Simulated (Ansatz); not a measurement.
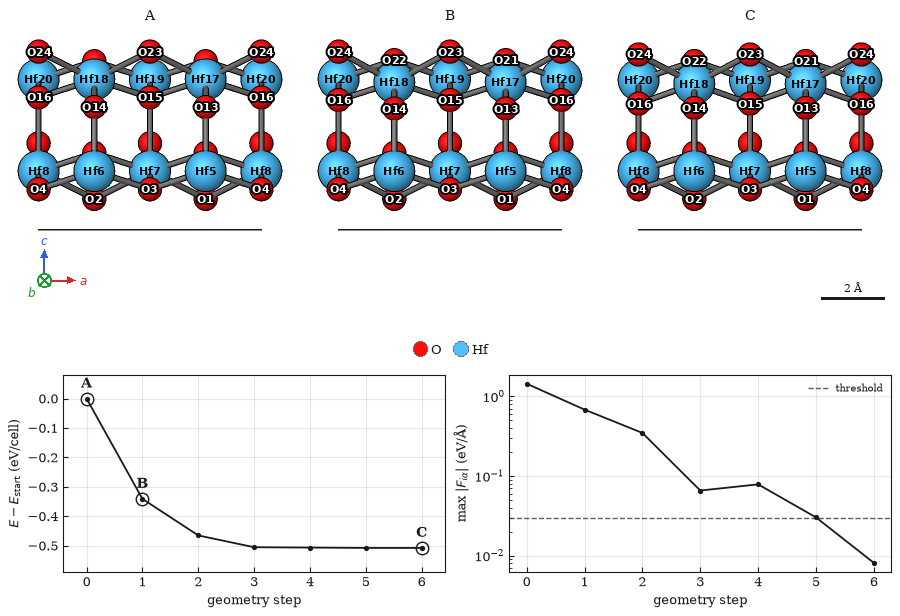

Frames of a constrained relaxation of a slab of composition HfO$_{2}$ (cut from the P4_2/nmc phase), marked on the history of the run. The picture is a ball-and-stick view of the cell of the calculation, outlined in the plane, without the vacuum (origin shifted), seen along the b axis.

Case: clean slab, lower planes held. The slab is the (1 0 1) face of HfO2. 12 atoms are held fixed.

Level of theory: DFT PBE+D3(BJ), scalar-relativistic, plane waves, PAW (Ansatz 0.2.0). Set-up: plane-wave cutoff 420 eV; k-point mesh 2 × 3 × 1; occupations gaussian; smearing width 0.05 eV; no spin polarisation; dipole correction; atoms relaxed in a fixed cell; force threshold 0.03 eV/Å; at most 70 steps.

Describe the path.

Answer. Over 6 geometry steps the energy falls by 0.507 eV per cell of the calculation. Largest force component: 1.4 eV/Å at the start, 0.0081 eV/Å at the end. The largest moves, 0.20 Å, are those of O atoms. Largest moves by element: O 0.20 Å, Hf 0.14 Å. The lattice vectors keep their values. Some distances before and after: Hf–O 2.388 → 2.191 Å, Hf–O 2.388 → 2.247 Å, Hf–O 2.388 → 2.526 Å, Hf–Hf 3.587 → 3.477 Å. Among the angles between lasting bonds that change: Hf–O–Hf 120.3° → 113.6°, Hf–O–Hf 120.3° → 116.2°, Hf–O–Hf 97.4° → 101.0°. From step 0 to 1: Hf atoms move most (0.12 Å), energy −0.341 eV per cell of the calculation. From step 1 to 6: O atoms move most (0.12 Å), energy −0.167 eV per cell of the calculation.

| step | E − E(0), meV/atom | largest force component, eV/Å |
| --- | --- | --- |
| 0 | 0.00 | 1.4432 |
| 1 | -14.20 | 0.6822 |
| 2 | -19.38 | 0.3471 |
| 3 | -21.04 | 0.0655 |
| 4 | -21.09 | 0.0784 |
| 5 | -21.14 | 0.0301 |
| 6 | -21.15 | 0.0081 |
